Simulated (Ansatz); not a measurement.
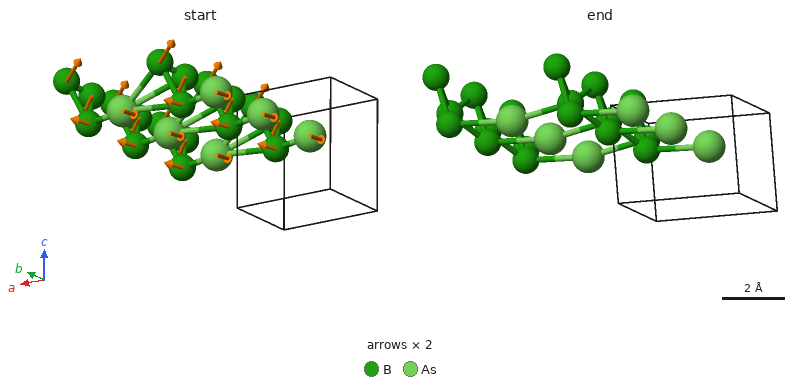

The structure of crystalline B3As (built on the random type) (coarse preliminary run) before (left) and after (right) a relaxation, at one scale. The orange arrows give the displacements (the part carried along by the change of the cell is left out), 2 times their true length.

A ball-and-stick model of the cell of the calculation, repeated 2 × 3 × 1 with one cell outlined, seen from a free direction.

Case: random cell without symmetry.

These are results of DFT PBE, scalar-relativistic, plane waves, PAW (Ansatz 0.2.0), not measurements. Set-up: plane-wave cutoff 420 eV; k-point mesh 4 × 6 × 6; occupations gaussian; smearing width 0.1 eV; no spin polarisation; cell and atoms relaxed; force threshold 0.04 eV/Å; at most 70 steps.

Summarise the run.

Answer. The atom that moves furthest relative to the cell is a B atom (0.65 Å along [−1 1 1]). By element the largest moves are B 0.65 Å, As 0.45 Å. The drawn cell changes as follows: a 4.228 → 5.236 Å (+23.8 %), b 3.220 → 2.834 Å (−12.0 %), c 3.701 → 3.304 Å (−10.7 %), α 87.7° → 90.3°, β 90.2° → 80.0°, γ 106.2° → 105.5°; the volume changes by −3.9 %. Among the contacts that change: B–B 2.662 → 1.730 Å, As–B 2.194 → 3.008 Å, B–B 2.378 → 1.681 Å, B–B 2.361 → 1.686 Å. New bonds form: B–B (2.36 → 1.69 Å), B–B (2.38 → 1.68 Å). Among the angles between lasting bonds that change: B–B–As 69.0° → 102.4°, B–B–As 78.8° → 109.3°, B–As–B 143.4° → 167.5°. The space group stays P1 (No. 1). Over 15 accepted moves (19 points after the start) the energy falls by 13.054 eV per cell of the calculation. Largest force component: 44 eV/Å at the start, 0.019 eV/Å at the end. The pressure goes from 65.28 to 0.03 GPa. The line search rejected the trial steps at points 12, 14 of the run. The SCF was repeated twice at an unchanged geometry on a basis and grid sized afresh for the cell, which shifted the energy by 50.1 meV per cell of the calculation at most.

Limits of the set-up: the k-point mesh is coarse for a cell with partly filled bands.
